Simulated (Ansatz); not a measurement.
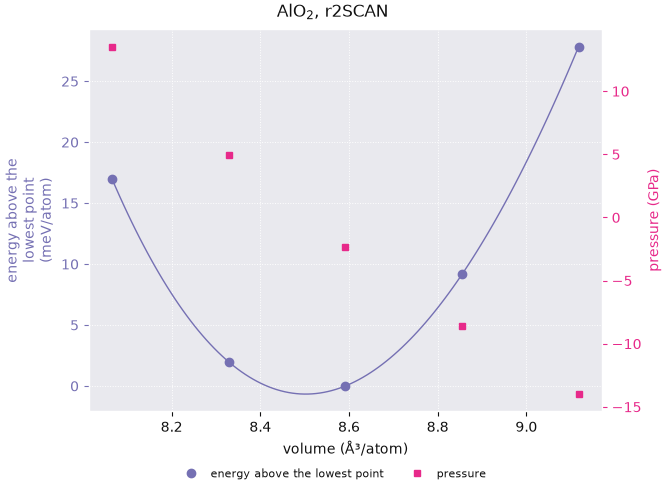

How it was computed, with Ansatz 0.2.0 development build: equation of state of a cubic crystal from periodic Kohn-Sham density functional theory without spin, third-order Birch-Murnaghan fit to the free energies; pressure corrected for the finite basis. Level: r2SCAN.

structure type fluorite; atoms in cell 3; space group number 225; lattice centring face-centred primitive; k mesh 12×12×12; occupation method Fermi–Dirac; occupation width 0.1 eV; wave cutoff 700 eV; datasets hard PAW; density tolerance 1e−09 eV; bands 16; density cutoff ratio 4; search for lower states default; xc grid level 2.

Figure. Energy above the lowest point and pressure against volume for AlO₂, space group Fm-3m (No. 225) (one of a set of cubic test structures, which need not be the stable phase).

A third-order Birch–Murnaghan fit gives V0 = 8.50 Å³/atom, B0 = 231 GPa and B′ = 4.0. The energy above the lowest point is 17.0 meV/atom at volume 8.0657 Å³/atom and 27.8 meV/atom at 9.1178 Å³/atom; the lowest computed point is at volume 8.5917 Å³/atom (0.0 meV/atom), and no other minimum shows. The pressure falls from 13.5 GPa at volume 8.0657 Å³/atom to −14.0 GPa at 9.1178 Å³/atom, and changes sign near 8.51 Å³/atom.

Limits of the calculation: cubic model structure, not the ambient form; modest k-mesh, values are not fully converged in k; pseudopotentials made with PBE, not this functional.
